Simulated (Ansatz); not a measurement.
The calculation's input:

```
crystal:
  lattice:
    - [0.0, 2.480459903, 2.480459903]
    - [2.480459903, 0.0, 2.480459903]
    - [2.480459903, 2.480459903, 0.0]
  atoms:
    - { symbol: Mo, position: [0.5, 0.5, 0.5], spin: 0.43 }
    - { symbol: S, position: [0.0, 0.0, 0.0] }
basis:
  ecutwfc: 420
kpoints:
  mp_grid: { grid: [20, 20, 20] }
hamiltonian:
  xc: pbe
scf:
  occupations: { method: gaussian, width: 0.1 }
output:
  forces: true
  stress: true
  eigenvalues: true
  populations: true
  write_density: true
  write_potential: true
  elf: true
  volumetric_format: npy
magnetization:
  spin_polarized: true
relax:
  adjacent_minimum: "off"
  f_tol: 0.01
  max_steps: 80
  cell: { stress_tol: 0.05 }
```

Run with:

```sh
ansatz run input.yaml --threads 1 --pin off --max-ram 2560MiB --backend cpu --events-out ev --progress --plain --runs-dir out
```

Below, planes, directions and counts refer to the conventional cell (a = 4.96 Å, b = 4.96 Å, c = 4.96 Å, α = 90.00°, β = 90.00°, γ = 90.00°).

Space group Fm-3m; a structure generated by program, which may or may not match a known phase; the program warned that a starting moment wasn't kept; spin-polarised, but the moments vanished.

Level of theory: Ansatz 0.2.0, DFT PBE, scalar-relativistic, plane waves, PAW.

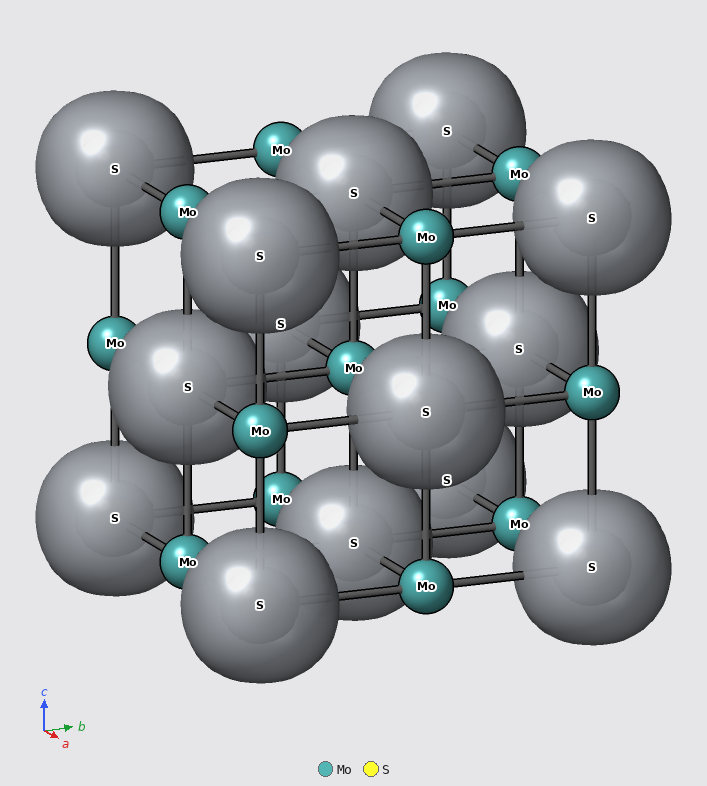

MoS. Isosurface of the electron localisation function at 0.65 (grey), seen slightly off an axis. Core shells and regions of very low density are left out. Sticks mark near contacts.

**What do the ELF domains correspond to?**

At this value the surface marks out four regions wrapped around S (the valence shell of each), counted in one cell of 8 atoms. Any copies at cell faces, edges or corners count once. Along the contacts the grid gives the following. Mo–S (2.48 Å): the ELF peaks at about 0.85 in the valence shell of S, 0.8 Å from its nucleus, and is about 0.30 at the midpoint.
